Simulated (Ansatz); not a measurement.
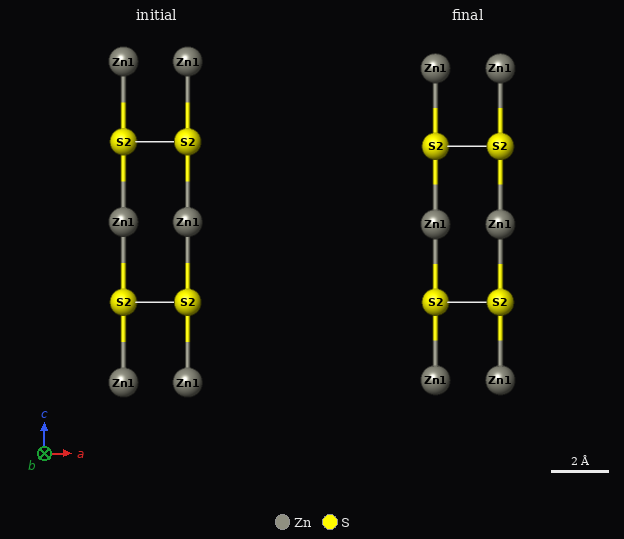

The structure of a crystal of ZnS (a generated structure, set up in P6/mmm) before (left) and after (right) a relaxation, at one scale.

A ball-and-stick model of the cell of the calculation, seen along the b axis.

The calculation used Ansatz 0.2.0, DFT PBE, scalar-relativistic, plane waves, PAW.

Input
```yaml
crystal:
  lattice:
    - [2.6175778921, 0.0, 0.0]
    - [-1.3087889461, 2.2668889509, 0.0]
    - [0.0, 0.0, 5.6711160716]
  atoms:
    - { symbol: Zn, position: [0.0, 0.0, 0.5] }
    - { symbol: S, position: [0.0, 0.0, 0.0] }
basis:
  ecutwfc: 420
kpoints:
  mp_grid: { grid: [24, 24, 10] }
hamiltonian:
  xc: pbe
scf:
  occupations: { method: gaussian, width: 0.1 }
output:
  forces: true
  stress: true
  eigenvalues: true
  write_density: true
  write_potential: true
  elf: true
  volumetric_format: npy
relax:
  adjacent_minimum: "off"
  f_tol: 0.01
  max_steps: 80
  cell: { stress_tol: 0.05 }
```

Launched with:
```bash
ansatz run input.yaml --threads 1 --pin off --max-ram 2560MiB --backend cpu --events-out ev --progress --plain --runs-dir out
```

Question: Describe what moved and what it gained.

Answer: The atoms keep their places relative to the cell (all moves are under 0.005 Å). The drawn cell changes as follows: a = b 2.618 → 2.647 Å (+1.1 %), c 5.671 → 5.510 Å (−2.8 %); the volume changes by −0.7 %. Near-neighbour distances that change, for instance: Zn1–S2 2.836 → 2.755 Å. The space group stays P6/mmm (No. 191). After 4 accepted moves (5 points after the start) the energy has fallen by 14.2 meV per cell of the calculation. All forces vanish by symmetry, so only the cell relaxes. The pressure goes from 0.57 to −0.01 GPa. The SCF was repeated once at an unchanged geometry on a basis and grid sized afresh for the cell, which shifted the energy by 0.1 meV per cell of the calculation at most.
